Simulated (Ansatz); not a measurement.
## Run report: Al₁₆HO₂₄, geometry relaxation (part 2 of 3)

Al₁₆HO₂₄ (defect cell, 41 atoms in the cell); DFT PBE, scalar-relativistic, plane waves, PAW, spin-polarised (Ansatz 0.2.0); cutoff 420 eV, 3×3×3 k-mesh, Gaussian smearing of 0.05 eV, collinear spins. The structure derives from a Materials Project entry.

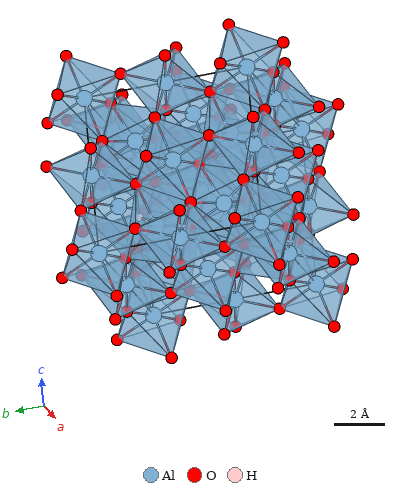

**Figure 1.** The geometry at step 5 of the log (polyhedral view of the cell of the calculation, seen at an oblique angle; polyhedra are completed across the faces of the cell).

Output, continued:
```
SCF iter   1: F=—  HF=-22288.236508 eV  |F-HF|=—  |Δ(HF+E_count)|=         —  Δρ=3.30e-3 (↑3.30e-3 ↓1.91e-3)  dr2=3.23e-2  dr2_m=1.27e-2  M=1.000 μB ∫|m|=1.054 μB  β_m=0.30  ethr=4.04e-4  ⟨swp⟩=3.9  Hψ=8941  notcnv=0  defer=1046
preconditioner: auto → Resta (q_TF=auto, 2.464 Å⁻¹)  ε∞=3.5  [insulator: Δε(μ)=2.211 eV  Ē_g=17.444 eV  σ=0.050 eV  W_gap=1.00  n_scr=86 (ndim 8)  ℏωp=27.3 eV  f_vac=0.003  D(μ)=0.00/eV (n_scr^D=0)  ε∞_Penn≈3.5]
spin=Collinear: Resta preconditioning applied to the charge; magnetization (m = ρ↑ − ρ↓) channel mixes plain (no charge-response kernel on spin).
SCF iter   2: F=—  HF=-22288.241075 eV  |F-HF|=—  |Δ(HF+E_count)|=   4.57e-3  Δρ=2.44e-3 (↑2.44e-3 ↓1.30e-3)  dr2=1.69e-2  dr2_m=6.71e-3  M=1.000 μB ∫|m|=1.054 μB  β_m=0.65  ethr=1.67e-5  ⟨swp⟩=2.0  Hψ=5379  notcnv=0  defer=1046
SCF iter   3: F=—  HF=-22288.247463 eV  |F-HF|=—  |Δ(HF+E_count)|=   6.39e-3  Δρ=3.37e-4 (↑2.97e-4 ↓3.37e-4)  dr2=8.77e-4  dr2_m=2.63e-5  M=1.000 μB ∫|m|=1.052 μB  β_m=0.60  ethr=8.78e-6  ⟨swp⟩=2.5  Hψ=4993  notcnv=0  defer=1046
SCF iter   4: F=—  HF=-22288.247760 eV  |F-HF|=—  |Δ(HF+E_count)|=   2.97e-4  Δρ=9.49e-5 (↑9.49e-5 ↓8.99e-5)  dr2=7.14e-5  dr2_m=4.16e-6  M=1.000 μB ∫|m|=1.052 μB  β_m=0.79  ethr=4.54e-7  ⟨swp⟩=2.0  Hψ=5315  notcnv=0  defer=1046
iter 5 did not close the SCF: its close was put off for a magnetic moment that had not settled (scf_convergence_deferred on its scf_iter line)
SCF iter   5: F=-22288.247798 eV  HF=-22288.247799 eV  |F-HF|=9.43e-7  |Δ(HF+E_count)|=   3.86e-5  Δρ=3.19e-5 (↑2.46e-5 ↓3.19e-5)  dr2=6.99e-6  dr2_m=4.09e-7  M=1.000 μB ∫|m|=1.052 μB  β_m=0.77  ethr=4.83e-9  ⟨swp⟩=4.0  Hψ=11358  notcnv=0
SCF iter   6: F=-22288.247801 eV  HF=-22288.247801 eV  |F-HF|=2.03e-7  |Δ(HF+E_count)|=   2.22e-6  Δρ=1.19e-5 (↑1.16e-5 ↓1.19e-5)  dr2=1.15e-6  dr2_m=8.83e-8  M=1.000 μB ∫|m|=1.052 μB  ethr=3.62e-9  ⟨swp⟩=2.0  Hψ=11912  notcnv=0
SCF 4 converged in 6 iterations: F = -22288.247801 eV  dr2 = 1.15e-6
  greatest PAW one-centre occupation: 0.864 electrons in one spin orbital (limit 2), on the O atom at site 31 (counted from 0), in its partial waves of l = 0
relax step   4: F+E_penalty+E_count = -22288.24780071 eV  Δ(F+E_penalty+E_count) = -5.721e-2 eV  max|allowed force component| = 1.460e-1 eV/Å  Δτ_max = 0.1719 Å  (6 SCF iters, dr2 threshold 9.32e-6 eV, accepted)
SCF iter   1: F=—  HF=-22288.251305 eV  |F-HF|=—  |Δ(HF+E_count)|=         —  Δρ=3.83e-4 (↑3.83e-4 ↓3.40e-4)  dr2=1.50e-3  dr2_m=1.36e-4  M=1.000 μB ∫|m|=1.052 μB  β_m=0.30  ethr=2.84e-6  ⟨swp⟩=2.0  Hψ=7554  notcnv=0  defer=1046
preconditioner: auto → Resta (q_TF=auto, 2.464 Å⁻¹)  ε∞=3.5  [insulator: Δε(μ)=2.236 eV  Ē_g=17.443 eV  σ=0.050 eV  W_gap=1.00  n_scr=86 (ndim 8)  ℏωp=27.3 eV  f_vac=0.003  D(μ)=0.00/eV (n_scr^D=0)  ε∞_Penn≈3.5]
spin=Collinear: Resta preconditioning applied to the charge; magnetization (m = ρ↑ − ρ↓) channel mixes plain (no charge-response kernel on spin).
SCF iter   2: F=—  HF=-22288.251147 eV  |F-HF|=—  |Δ(HF+E_count)|=   1.58e-4  Δρ=2.80e-4 (↑2.80e-4 ↓2.40e-4)  dr2=7.61e-4  dr2_m=7.43e-5  M=1.000 μB ∫|m|=1.052 μB  β_m=0.65  ethr=7.79e-7  ⟨swp⟩=1.0  Hψ=4480  notcnv=0  defer=1046
SCF iter   3: F=—  HF=-22288.251029 eV  |F-HF|=—  |Δ(HF+E_count)|=   1.18e-4  Δρ=5.28e-5 (↑5.28e-5 ↓4.78e-5)  dr2=2.48e-5  dr2_m=7.48e-7  M=1.000 μB ∫|m|=1.052 μB  β_m=0.65  ethr=3.94e-7  ⟨swp⟩=2.0  Hψ=4885  notcnv=0  defer=1046
SCF iter   4: F=—  HF=-22288.251467 eV  |F-HF|=—  |Δ(HF+E_count)|=   4.38e-4  Δρ=1.83e-5 (↑1.75e-5 ↓1.83e-5)  dr2=4.11e-6  dr2_m=1.11e-7  M=1.000 μB ∫|m|=1.053 μB  β_m=0.76  ethr=1.29e-8  ⟨swp⟩=2.0  Hψ=5209  notcnv=0  defer=1046
SCF iter   5: F=—  HF=-22288.251468 eV  |F-HF|=—  |Δ(HF+E_count)|=   2.86e-7  Δρ=5.44e-6 (↑5.44e-6 ↓5.43e-6)  dr2=2.67e-7  dr2_m=1.13e-8  M=1.000 μB ∫|m|=1.053 μB  β_m=0.77  ethr=2.13e-9  ⟨swp⟩=2.0  Hψ=4923  notcnv=0  defer=1046
iter 6 did not close the SCF: its close was put off for a magnetic moment that had not settled (scf_convergence_deferred on its scf_iter line)
SCF iter   6: F=-22288.251468 eV  HF=-22288.251468 eV  |F-HF|=1.08e-8  |Δ(HF+E_count)|=   6.51e-8  Δρ=2.39e-6 (↑2.39e-6 ↓2.22e-6)  dr2=5.36e-8  dr2_m=1.63e-9  M=1.000 μB ∫|m|=1.053 μB  β_m=0.77  ethr=5.18e-11  ⟨swp⟩=4.0  Hψ=11106  notcnv=0
SCF iter   7: F=-22288.251468 eV  HF=-22288.251468 eV  |F-HF|=1.40e-9  |Δ(HF+E_count)|=   1.19e-8  Δρ=8.54e-7 (↑8.33e-7 ↓8.54e-7)  dr2=8.13e-9  dr2_m=1.34e-10  M=1.000 μB ∫|m|=1.053 μB  ethr=2.78e-11  ⟨swp⟩=2.0  Hψ=11248  notcnv=0
SCF 5 converged in 7 iterations: F = -22288.251468 eV  dr2 = 8.13e-9
relax step   5: F+E_penalty+E_count = -22288.25146771 eV  Δ(F+E_penalty+E_count) = -3.667e-3 eV  max|allowed force component| = 2.487e-2 eV/Å  Δτ_max = 0.0136 Å  (7 SCF iters, accepted)
```

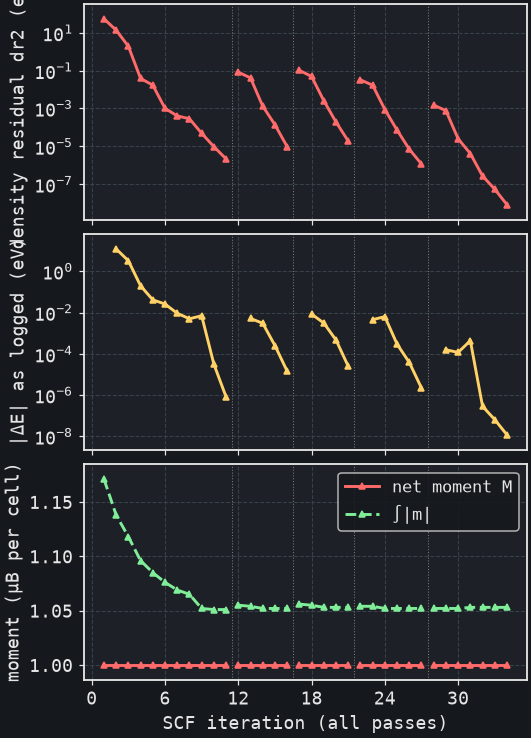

**Figure 2.** Convergence of the self-consistent field: density residual dr2, size of the energy change and magnetic moment against the SCF iteration. The dotted lines part the SCF passes of the relaxation: geometry steps, rejected trials and re-solves on a re-selected basis. The 5 passes take 5 to 11 iterations each, 34 in all. The net moment stays at 1.0 μB per cell.

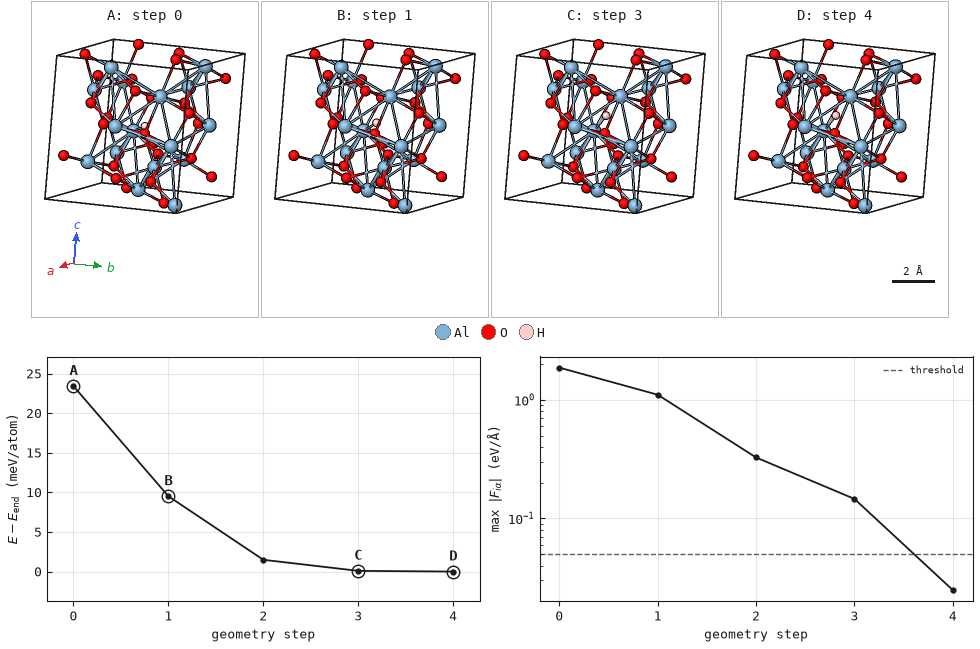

**Figure 3.** Frames of the relaxation (ball-and-stick view of the cell of the calculation (origin shifted), seen at an oblique angle) above the curves, on which the letters mark them (the first geometry is step 0 here and step 1 in the log).

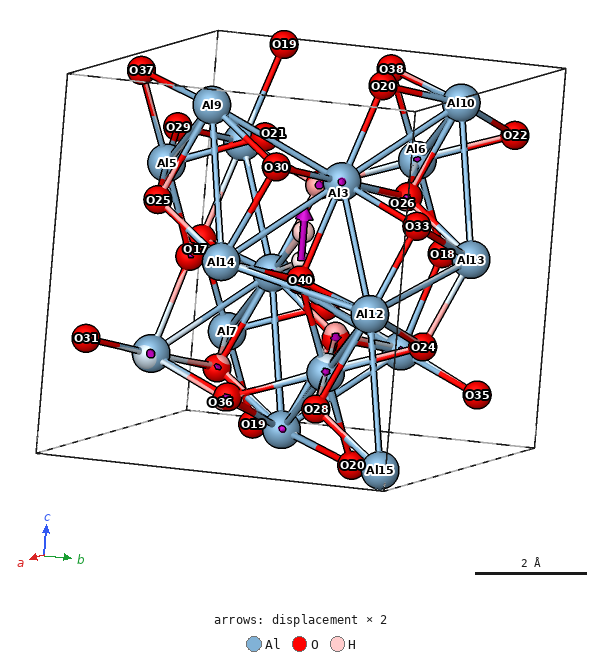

**Figure 4.** Start (faint) and end (solid) with the displacements as pink arrows, magnified 2 times (ball-and-stick view of the cell of the calculation (origin shifted), seen at an oblique angle). The energy falls by 23.4 meV per atom in 4 geometry steps. The largest force component goes from 1.9 to 0.025 eV/Å. The largest move is that of H41, 0.53 Å. By element the largest moves are H 0.53 Å, O 0.10 Å, Al 0.08 Å. The cell stays as it was. Among the contacts that change: Al11–H41 1.636 → 1.843 Å, Al8–O36 2.020 → 1.910 Å, Al8–O40 1.843 → 1.929 Å, Al1–O32 1.964 → 1.893 Å. Among the angles that change: Al6–O26–Al10 79.5° → 83.0°, Al4–O34–Al6 135.6° → 138.8°, Al1–O32–Al16 89.4° → 92.4°. (Atoms are counted from 1 in the order of the input.)

```
SCF converged after 7 iterations
Magnetization: 1.0000 μB (97.0000 up, 96.0000 down)
Absolute magnetization: 1.0540 μB (∫|ρ↑−ρ↓|, with the PAW one-centre terms)
Spin contamination: 0.0020 ħ² per cell (⟨S²⟩ above its minimum at these occupations)
Per-site moments (μB) at R_I (Å): [(0.0003137708002559663, 0.7809731527908502), (0.00031266721430963225, 0.7810018611183014), (-0.0006212916771647619, 0.779147487197648), (0.0003126943366153339, 0.7810316691100998), (-6.425527351245073e-5, 0.7840271472438833), (-6.323303778980515e-5, 0.7840166975679215), (1.292679182055221e-5, 0.7874956805663083), (-6.415940964788943e-5, 0.7840712035632948), (0.0005714423156166457, 0.7528842355077603), (0.0005727932274564322, 0.7528844101344488), (0.007081644181304746, 0.7601485264981878), (0.0005738579223977878, 0.7529202614858223), (0.0007469912589072842, 0.75218402068776), (0.0007458918614788006, 0.7522415696839674), (9.473152040029845e-5, 0.7537524888823481), (0.0007481155957414775, 0.7522449008982418), (0.04775396297981157, 0.7646812687094391), (0.0028454575385992004, 0.7546316824627979), (0.00042373417300168914, 0.7528842355077603), (0.0013399619205890201, 0.7543917048367191), (0.03633777062397086, 0.7522449008982418), (0.0008411044217590341, 0.7538035403904552), (-0.00020746829321809066, 0.7538170827755678), (0.002319166074234849, 0.7546262136666292), (0.0023136008058208344, 0.7546239364126185), (0.036365206635473345, 0.75218402068776), (-0.00020726237959841753, 0.7537980304293774), (0.0008414385428314563, 0.753760295718765), (0.002838524513930405, 0.7546214926090269), (0.0013374967825192745, 0.7544328343929837), (0.00042368465419189756, 0.7529202614858223), (0.047774458790853215, 0.7646775928311016), (0.0013409266625271574, 0.7544039468518887), (0.04764629212523082, 0.764638852985664), (0.0004238284031473988, 0.7528844101344488), (0.0028370453312167782, 0.7546239709658099), (0.0008393406540693881, 0.7537524888823481), (0.002322106719299814, 0.7546039164739197), (-0.0002070920559528828, 0.7538893624148639), (0.0364454041303703, 0.7522415696839674), (0.5338185064965892, 0.7601485264981878)]
Free energy (F): -22288.251468 eV
Harris-Foulkes:  -22288.251468 eV  (|F-HF|=1.40e-9)
Internal energy: -22288.251468 eV  (E = F + TS)
E sigma→0 (E₀):  -22288.251468 eV
Fermi energy:    10.324404 eV
--- Per-component energies (eV) ---
  E_band       = 152.594947
  E_kinetic    = 4753.758529
  E_local      = -8480.486140  (includes V_loc(G=0)·N_el)
  E_nonlocal   = 1300.199155
  E_hartree    = 3158.135324
  E_xc         = -2465.517219
  E_vxc        = -2802.547954  (∫ρ·V_xc dr)
  E_paw        = -11288.089106  (= ΣΔE_a)
  E_vpaw       = -934.660167  (= ΣTr[D̂ρ^β])
  E_aug_tail   = 0.059669  (compensation charges beyond the density's cutoff)
  E_ewald      = -9266.311680
  E_smearing   = -0.000000  (= −TS)
  E_closure    = -0.000000  (closes the sum)
  Σ components = -22288.251468   (vs F -22288.251468, Δ=0.00e0)
--- Forces (eV/Å), atoms counted from 1 ---
  atom   1  Al     0.00724018     0.00168460    -0.00419807
  atom   2  Al    -0.00610864    -0.00589187    -0.00060196
  atom   3  Al     0.00188778    -0.00351546    -0.01352602
  atom   4  Al    -0.00182588     0.00701453    -0.00173002
  atom   5  Al    -0.00329025     0.00084302     0.00081689
  atom   6  Al     0.00130461    -0.00261584     0.00090336
  atom   7  Al     0.00151295     0.00255840     0.00123182
  atom   8  Al    -0.00126013     0.00088011     0.00229318
  atom   9  Al    -0.00211742    -0.00019017     0.00226155
  atom  10  Al     0.00174242     0.00103096     0.00192819
  atom  11  Al     0.00098070    -0.00061955    -0.00223568
  atom  12  Al    -0.00030226    -0.00218472     0.00235097
  atom  13  Al     0.00074858    -0.00219169    -0.00486518
  atom  14  Al     0.00171482     0.00004620    -0.00370943
  atom  15  Al    -0.00210951     0.00004700     0.00541118
  atom  16  Al     0.00034816    -0.00242450    -0.00213440
  atom  17  O      0.01129161    -0.00387670     0.00075940
  atom  18  O      0.00255400     0.00510884    -0.00345923
  atom  19  O      0.00046491     0.00092072    -0.00054954
  atom  20  O      0.00113028     0.00161510    -0.00075510
  atom  21  O      0.00876594    -0.00664534    -0.00508920
  atom  22  O     -0.00284618    -0.00316889     0.00253662
  atom  23  O      0.00304407     0.00005847    -0.00120993
  atom  24  O      0.00675455    -0.00466826     0.00243299
  atom  25  O     -0.00936465    -0.00455112     0.00538078
  atom  26  O     -0.01036404    -0.00286585    -0.00442878
  atom  27  O     -0.00096304    -0.00309952     0.00107167
  atom  28  O     -0.00100338     0.00496497     0.00089675
  atom  29  O     -0.00571966     0.00042507    -0.00483862
  atom  30  O     -0.00207495     0.00407463     0.00018568
  atom  31  O      0.00080862     0.00084486    -0.00036078
  atom  32  O     -0.00072098     0.00833386     0.00389079
  atom  33  O      0.00296070    -0.00235612     0.00099484
  atom  34  O     -0.00853522    -0.00660153     0.00222155
  atom  35  O     -0.00069271    -0.00084316     0.00007042
  atom  36  O      0.00043106    -0.00441492    -0.00555119
  atom  37  O      0.00457091    -0.00279469     0.00160598
  atom  38  O     -0.00045265     0.01103592     0.00245225
  atom  39  O     -0.00241092     0.00160729    -0.00046239
  atom  40  O      0.00157864     0.01174176    -0.00684548
  atom  41  H      0.00032243     0.00073213     0.02487538
  max |Σ_I F_I| component: 4.85e-5 eV/Å
```
